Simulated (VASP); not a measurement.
Crystal: Cu3O2, the end point of a relaxation with VASP Kohn-Sham DFT of a periodic cell, r2SCAN, VASP PAW PBE potentials, recommended (VASP).

```
CELL_PARAMETERS angstrom
3.99292 0.00000 0.00000
0.00000 3.99292 0.00000
0.00000 0.00000 7.30695
ATOMIC_POSITIONS crystal
Cu 0.00000 0.00000 0.00000
Cu 0.00000 0.50000 0.25000
Cu 0.50000 0.00000 0.25000
O 0.00000 0.50000 0.00000
O 0.50000 0.00000 0.00000
Cu 0.50000 0.50000 0.50000
Cu 0.50000 0.00000 0.75000
Cu 0.00000 0.50000 0.75000
O 0.50000 0.00000 0.50000
O 0.00000 0.50000 0.50000
```

**What does its first Brillouin zone look like, and which path through it is standard?**

It has a body-centred tetragonal lattice (tI; extended symbol tI2). The zone is a truncated octahedron in its combinatorial type: 14 faces (6 with 4 edges, 8 with 6 edges), 36 edges, 24 vertices. Path: Γ–X–P–N–Γ–M–S | S₀–Γ | X–R | G–M.

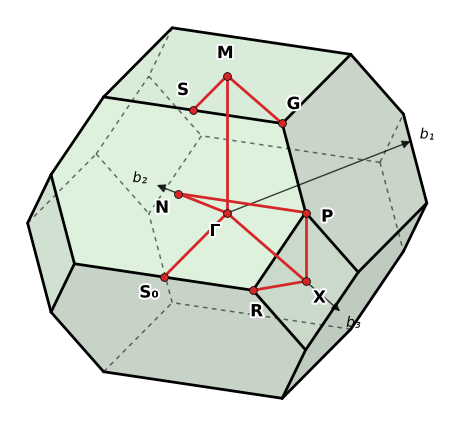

Labels and path follow the convention of Hinuma et al. (2017), as computed by seekpath; the arrows show the directions of the reciprocal primitive vectors b₁, b₂, b₃, in which coordinates are given; lengths include the factor 2π.

| point | k₁ | k₂ | k₃ | length of k (1/Å) |
| --- | --- | --- | --- | --- |
| Γ | 0 | 0 | 0 | 0.000 |
| M | 1/2 | 1/2 | −1/2 | 0.860 |
| X | 0 | 0 | 1/2 | 1.113 |
| P | 1/4 | 1/4 | 1/4 | 1.193 |
| N | 0 | 1/2 | 0 | 0.897 |
| S₀ | −0.325 | 0.325 | 0.325 | 1.022 |
| S | 0.325 | 0.675 | −0.325 | 1.022 |
| R | −0.149 | 0.149 | 1/2 | 1.161 |
| G | 1/2 | 1/2 | −0.149 | 1.161 |
